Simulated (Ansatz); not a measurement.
Cell and atoms:

```
Ge
1.0
     5.14898    0.00000    0.00000
     0.00000    5.14898    0.00000
     0.00000    0.00000    2.79483
Ge
4
Cartesian
  2.4283 0.0104 0.6562
  5.1175 0.1043 1.3776
  5.0028 2.5849 2.0536
  2.5430 2.6788 2.7751
```

Interpret the file: composition, symmetry and coordination.

The element is germanium. Strictly the space group is P-1 (No. 2, within 0.01 Å). It is a distorted form of a body-centred tetragonal structure, space group I4_1/amd (No. 141) within 0.45 Å: β-tin type. The cell holds four atoms. Each Ge is bonded to six Ge at 2.57 to 2.79 Å. The bonds build a three-dimensional framework.

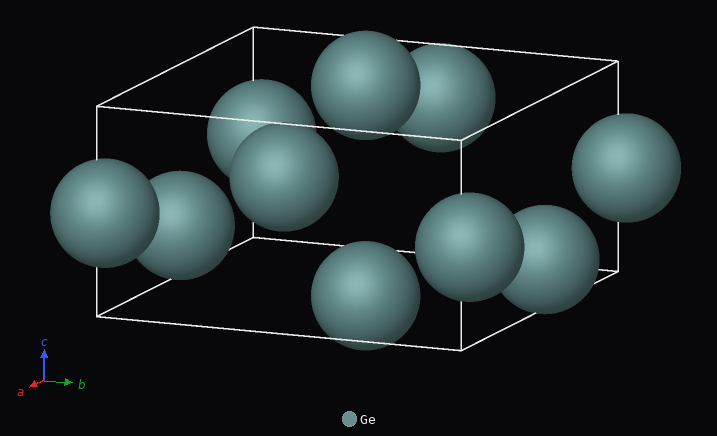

Drawn in the spheres-only manner and seen slightly off an axis. The box is the drawn cell (a repeat of the simulation cell); atoms on or close to its faces, edges and corners are drawn wherever they repeat. Colours: germanium teal.

The structure was taken from a structure listed in the Materials Project. The cell was then strained or its atoms displaced on purpose. A calculation with Ansatz used it as input.
